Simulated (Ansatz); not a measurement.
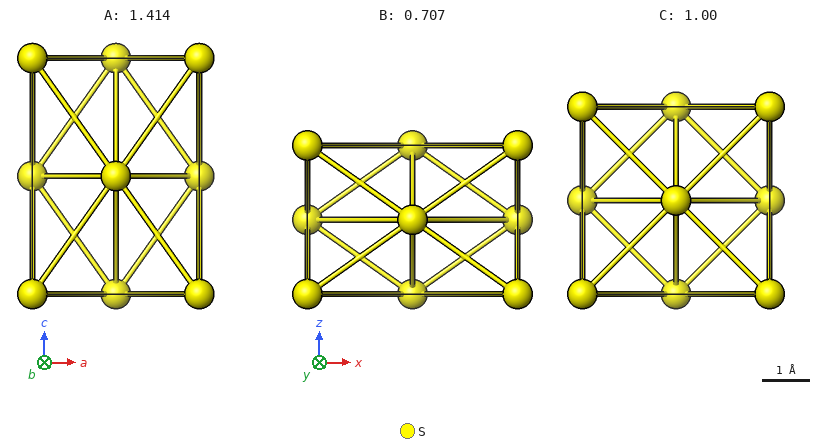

Energy scan for crystalline S (Fm-3m), in which the ratio of the cell's length along z to its lengths across, counted as 1 for the reference, is changed at fixed volume (a tetragonal or Bain path), with the atoms kept at their fractional coordinates. x, y and z are the Cartesian axes of the input. The picture is a ball-and-stick view of the conventional cell (4 times the calculation's cell), seen along the b axis. Lengths and directions refer to the drawn axes.

Method: Ansatz 0.2.0, DFT r2SCAN, scalar-relativistic, plane waves, PAW. (plane-wave cutoff 500 eV; k-point mesh 22 × 22 × 22; occupations gaussian; smearing width 0.15 eV; no spin polarisation). Energies (free energies at the smearing named) are counted from the cell as listed in its source, which wasn't relaxed.

Q: Rank the frames from lowest to highest energy.

A: Lowest first: A (the relative ratio 1.414, −372 meV/atom), B (the relative ratio 0.707, −216 meV/atom), C (the relative ratio 1.00, 0 meV/atom). Over the whole scan: of the computed points the lowest is at the relative ratio 1.414, −372 meV/atom. A local maximum lies at 1.00 (0 meV/atom). The energy is still falling at the end of the range, so the minimum along this coordinate lies there or beyond. At the ends of the scan the energy is −216 meV/atom (0.707) and −372 meV/atom (1.414). The unrelaxed reference is under a pressure of 0.8 GPa. The distortion takes the space group from Fm-3m to I4/mmm, except for Im-3m at 0.707. At the relative ratio 1.414 the cell of the drawing goes a 3.989 → 3.554 Å, b 3.989 → 3.554 Å, c 3.989 → 5.025 Å.
